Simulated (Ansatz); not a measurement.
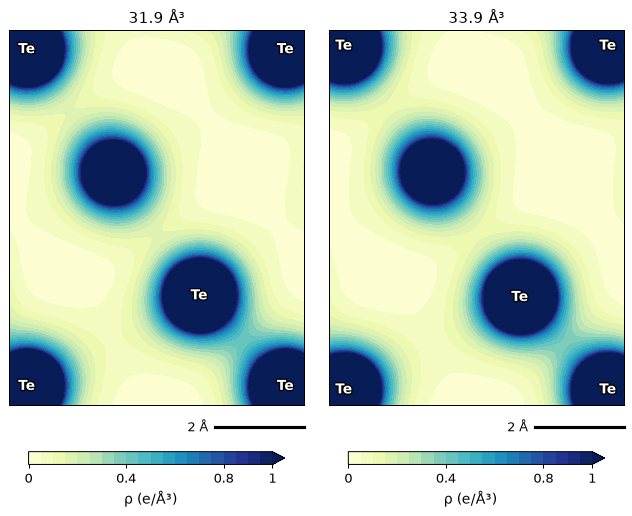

Te. The valence pseudo-density of cells scaled evenly to different volumes (given per atom above each panel), on the (110) plane of each (indices in the axes of the cell below), at one length scale and on one colour scale.

The calculation used Ansatz 0.2.0, Kohn-Sham DFT of a periodic cell, PBEsol, Ansatz PAW.

The density is the valence pseudo-density of a PAW calculation; it isn't the true density close to the nuclei.

The largest cell:

```cif
data_structure
_symmetry_space_group_name_H-M 'P 1'
_symmetry_Int_Tables_number 1
_cell_length_a 4.4540
_cell_length_b 4.4540
_cell_length_c 5.9240
_cell_angle_alpha 90.000
_cell_angle_beta 90.000
_cell_angle_gamma 120.000
_cell_volume 101.78
loop_
_atom_site_label
_atom_site_type_symbol
_atom_site_fract_x
_atom_site_fract_y
_atom_site_fract_z
_atom_site_occupancy
Te1 Te 0.73100 0.73100 0.00000 1
Te2 Te 0.00000 0.26900 0.66667 1
Te3 Te 0.26900 0.00000 0.33333 1
```

| volume (Å³/atom) | Te–Te contact in the plane (Å) | ρ at its midpoint (e/Å³) | pressure (GPa) | gap on the mesh (eV) | 
| --- | --- | --- | --- | --- |
| 31.89 | 2.806 | 0.424 | 2.4 | 0.57 | 
| 32.57 | 2.826 | ? | ? | ? | 
| 33.93 | 2.865 | 0.390 | −1.0 | 0.59 | 

What values belong in the row with question marks?

Answer. Over the known rows ln ρ falls by 1.42 per Å of Te–Te distance (the line through the two), which gives 0.412 e/Å³ at 2.826 Å; the calculation gives 0.412 e/Å³. For the pressure, a straight line in volume between the neighbouring rows gives 1.3 GPa; the calculation gives 1.2. For the gap on the mesh, a straight line in volume between the neighbouring rows gives 0.58 eV; the calculation gives 0.58.
